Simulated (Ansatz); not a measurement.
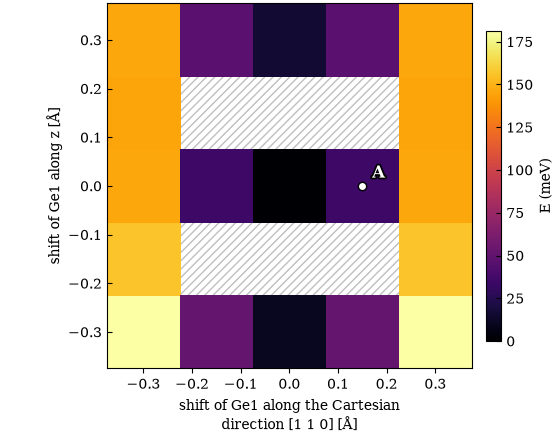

Ge (Imma, No. 74; 2 atoms in the cell). Atom Ge1 is moved over a plane while all other atoms and the cell stay fixed (its periodic images move with it) (x along [1 0 0], y along [0 1 0], z along [0 0 1] of the conventional cell). Coordinates scanned: (1) shift of Ge1 along the Cartesian direction [1 1 0]; (2) shift of Ge1 along z. The scan uses a 5 × 5 grid; 11 points were computed and 8 follow by symmetry. At 6 points there is no value. Points are written as (first, second). All energies are given in meV per cell relative to the lowest grid point. The reference cell is the one listed in the database, not relaxed at this level. Theory: DFT PBEsol, scalar-relativistic, plane waves, PAW (Ansatz 0.2.0). Settings: cutoff 420 eV, k-mesh 20×20×20, gaussian smearing 0.15 eV, no spin polarisation.

Drawn: one coloured cell a grid point, hatched blanks where no value was computed, the point A.

**Which way does the force act at A, and how strong is it?**

A, at (0.15 Å, 0.00 Å), is not a stationary point. The computed force is 0.47 eV/Å in the plane, pointing left in the picture (components −0.47 and −0.03 eV/Å).
